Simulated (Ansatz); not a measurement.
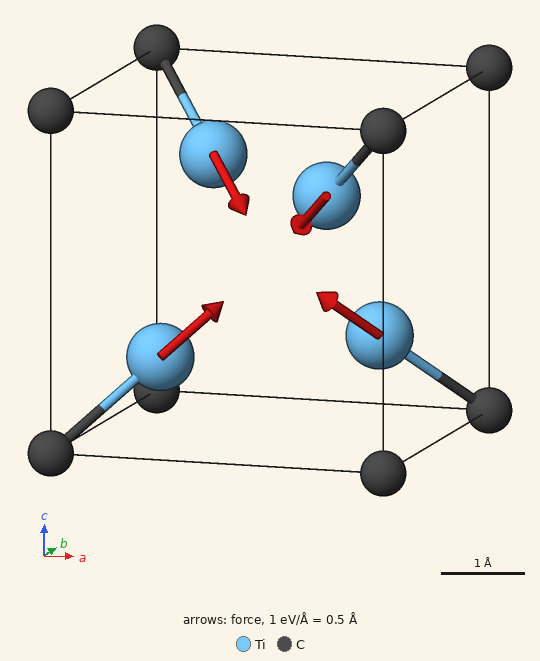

Starting geometry of crystalline Ti4C (a generated structure, set up in P-43m) (coarse preliminary run) with the computed forces as red arrows. Style: ball-and-stick. Shown: the cell of the calculation, slightly off an axis.

All numbers below come from DFT PBE, scalar-relativistic, plane waves, PAW (Ansatz). Set-up: plane-wave cutoff 420 eV; k-point mesh 4 × 4 × 4; occupations gaussian; smearing width 0.1 eV; no spin polarisation; cell and atoms relaxed; force threshold 0.04 eV/Å; at most 70 steps.

Q: What follows when this structure is relaxed?

A: It isn't relaxed: the largest force vector, on Ti atoms, is 2.14 eV/Å. The atoms end up moving mostly along the starting forces (cosine between the two patterns 1.00). Over 3 accepted moves (4 points after the start) the energy falls by 107 meV per atom. Largest force component: 1.2 eV/Å at the start, 0.026 eV/Å at the end. The pressure goes from 16.42 to 0.07 GPa. The SCF was repeated once at an unchanged geometry on a basis and grid sized afresh for the cell, which shifted the energy by 1.0 meV per atom at most. The largest moves relative to the cell, 0.052 Å, are those of Ti atoms. C stays in place. The volume changes by +9.2 %, with a = b = c 4.241 → 4.368 Å (+3.0 %). Near-neighbour distances that change, for instance: Ti–Ti 2.999 → 3.173 Å, C–Ti 1.836 → 1.943 Å, Ti–Ti 2.999 → 3.090 Å, Ti–Ti 2.999 → 3.004 Å. The space group stays P-43m (No. 215). Cost: 15 s on 1 thread of Intel(R) Xeon(R) Processor @ 2.70GHz, on a shared host, peak memory 0.34 GiB.

Limits of the set-up: the k-point mesh is coarse for a cell with partly filled bands.
